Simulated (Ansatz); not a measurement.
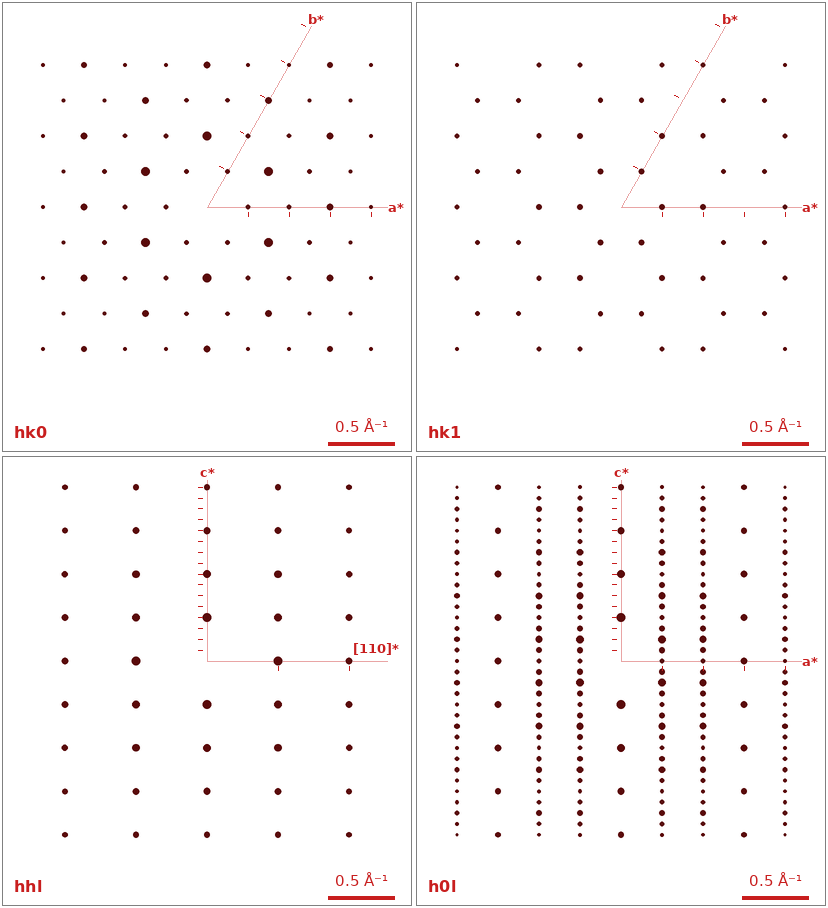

Four undistorted layers of reciprocal space, calculated for a single crystal (X-rays, kinematic |F|², B = 0.5 Å²). Tick marks count the reciprocal lattice steps of the conventional cell along each axis.

Q: What cell do the layers give?

A: a* = 0.312, b* = 0.312, c* = 0.083 Å⁻¹, γ* = 60°; the cell is hexagonal with a = 3.70 Å, c = 12.08 Å (hexagonal axes).

Q: List the systematic absences.

A: Reflections are present only under these conditions. hkl: no condition; hk0: no condition; h0l: no condition; hhl: l = 2n; 00l: l = 2n. The lattice is primitive (P). Further gaps, such as 0 3 1, 3 0 1, 3 0 3, come from atoms on special positions, not from the group's general conditions. A few very weak reflections are below the display threshold.

Q: Which space groups fit?

A: The intensities have Laue symmetry 6/mmm (the hk0 layer shows 6mm, hk1 shows 6mm). With these conditions the candidates are P6_3mc (No. 186), P-62c (No. 190), P6_3/mmc (No. 194). Diffraction geometry alone does not choose among them; the structure has P6_3/mmc. The compound is Yb. Structure: the input geometry of an electronic-structure calculation (not necessarily at equilibrium); the starting structure was generated, so it need not be a known form of this composition.
